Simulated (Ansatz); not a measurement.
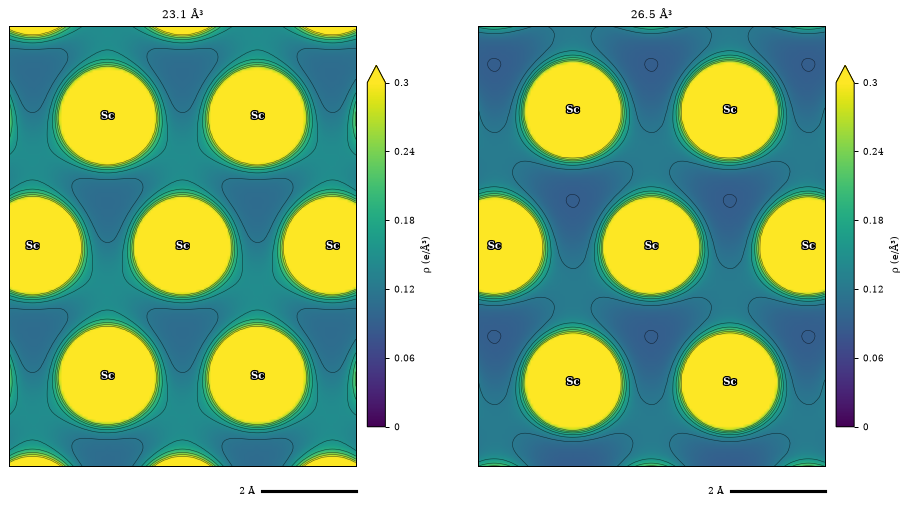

Sc. The valence charge density (pseudo) of cells scaled evenly to different volumes (given per atom above each panel), on the (001) plane of each (indices in the axes of the cell below), at one length scale and on one colour scale.

All numbers below come from DFT PBE, scalar-relativistic, plane waves, PAW in Ansatz.

The density is the valence pseudo-density of a PAW calculation; it isn't the true density close to the nuclei.

The largest cell:

```
CELL_PARAMETERS angstrom
3.35843 0.00000 0.00000
-1.67921 2.90849 0.00000
0.00000 0.00000 5.42604
ATOMIC_POSITIONS crystal
Sc 0.33333 0.66667 0.25000
Sc 0.66667 0.33333 0.75000
```

| volume (Å³/atom) | Sc–Sc contact in the plane (Å) | ρ at its midpoint (e/Å³) | pressure (GPa) | 
| --- | --- | --- | --- |
| 23.15 | 3.210 | 0.123 | 3.9 | 
| 25.35 | 3.309 | ? | ? | 
| 26.50 | 3.358 | 0.105 | −3.4 | 

### Estimate the missing row, and compare with the calculation.

Over the known rows ln ρ falls by 1.07 per Å of Sc–Sc distance (the line through the two), which gives 0.111 e/Å³ at 3.309 Å; the calculation gives 0.111 e/Å³. For the pressure, a straight line in volume between the neighbouring rows gives −0.9 GPa; the calculation gives −1.3, lower because pressure rises ever faster on compression.
